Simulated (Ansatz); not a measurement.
The cell below is Pd (Fm-3m). Origin of the cell: coordinates from a relaxation with DFT PBE, scalar-relativistic, plane waves, PAW in Ansatz 0.2.0.

```cif
data_structure
_symmetry_space_group_name_H-M 'Fm-3m'
_symmetry_Int_Tables_number 225
_cell_length_a 3.9422
_cell_length_b 3.9422
_cell_length_c 3.9422
_cell_angle_alpha 90.000
_cell_angle_beta 90.000
_cell_angle_gamma 90.000
_cell_volume 61.26
loop_
_atom_site_label
_atom_site_type_symbol
_atom_site_symmetry_multiplicity
_atom_site_Wyckoff_symbol
_atom_site_fract_x
_atom_site_fract_y
_atom_site_fract_z
_atom_site_occupancy
Pd1 Pd 4 a 0.00000 0.00000 0.00000 1
```

Hard-sphere model; metallic radii: Pd 1.37 Å.

**Find the largest hole by geometry, and further ones that a grid search gives (radius above 0.15 Å; smaller ones may be missed, and maxima closer than 0.25 Å are merged).**

```
hole  site              x, y, z  radius (Å)  nearest atoms        shape
  V1    4b  0.000, 0.000, 0.500        0.60           6 Pd   octahedral
  V2    8c  0.250, 0.250, 0.750        0.34           4 Pd  tetrahedral
```

Nearest atoms are those whose sphere lies within 0.15 Å of the hole's sphere; in brackets, those within 0.5 Å. The largest sphere that fits anywhere has a diameter of 1.20 Å; the largest that can travel through the crystal, about 0.5 Å.

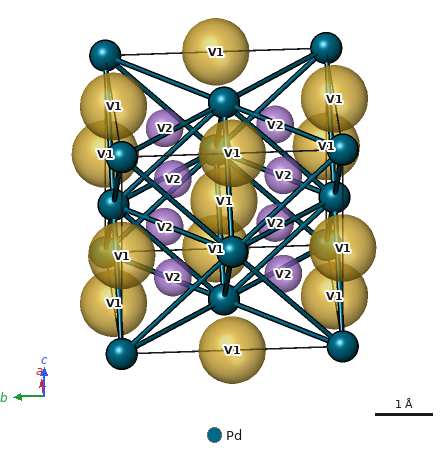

Translucent spheres (V1, V2) fill the 2 holes listed first by a grid search for holes with a radius above 0.15 Å (the largest is sure; smaller ones may be missed, and maxima closer than 0.25 Å are merged) at their true size; atoms are drawn smaller than their model radii. View from a free direction.
